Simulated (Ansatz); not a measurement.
The calculation's input:

```
crystal:
  lattice:
    - [1.7227597548, 0.9946358082, 3.0106104349]
    - [-1.7227597548, 0.9946358082, 3.0106104349]
    - [0.0, -1.9892716164, 3.0106104349]
  atoms:
    - { symbol: P, position: [0.2298992379, 0.2298992379, 0.2298992379] }
    - { symbol: P, position: [0.7701007621, 0.7701007621, 0.7701007621] }
basis:
  ecutwfc: 500
kpoints:
  mp_grid: { grid: [15, 15, 15] }
  band_path:
    path:
      - [[0.0, 0.0, 0.0], [0.5, 0.5, 0.5], [0.76056745, 0.23943255, 0.5]]
      - [[0.5, -0.23943255, 0.23943255], [0.5, 0.0, 0.0], [0.0, 0.0, 0.0], [0.36971627, -0.36971627, 0.0]]
      - [[0.63028373, 0.0, 0.36971627], [0.5, 0.0, 0.5], [0.0, 0.0, 0.0]]
    npoints: 14
hamiltonian:
  xc: r2scan
  dispersion: d3bj
scf:
  occupations: { method: gaussian, width: 0.1 }
  n_extra_bands: 6
output:
  forces: true
  stress: true
  eigenvalues: true
  populations: true
  dos: { projected: true, de: 0.02, nscf_kmesh: { grid: [23, 23, 23] } }
  bader: true
  write_density: true
  write_potential: true
  elf: true
  volumetric_format: npy
```

Launched as:

```sh
ansatz run input.yaml --threads 1 --pin off --max-ram 2560MiB --backend cpu --events-out ev --progress --plain --runs-dir out
```

Below, planes, directions and counts refer to the conventional cell (a = 3.45 Å, b = 3.45 Å, c = 9.03 Å, α = 90.00°, β = 90.00°, γ = 120.00°).

Space group R-3m; a structure from a database of computed crystals, not necessarily the ambient phase.

The calculation used DFT r2SCAN+D3(BJ), scalar-relativistic, plane waves, PAW (Ansatz 0.2.0).

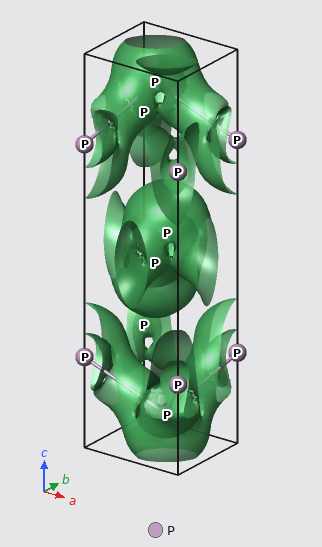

P. Isosurface of the ELF at 0.65 (green), seen slightly off an axis. Core shells and regions of very low density are left out. Sticks mark near contacts.

Core electrons are frozen (PAW), and the valence fields are smoothed inside the atomic spheres.

Where are the electrons localised?

Answer. The surface consists of sheets that run through the cell in two directions, counted in one cell of 6 atoms. Regions shared between cells count once. There are no localised bonds or lone pairs at this value.

Values along the shortest contacts:
P–P (2.29 Å): the ELF peaks at about 0.90 between the atoms.
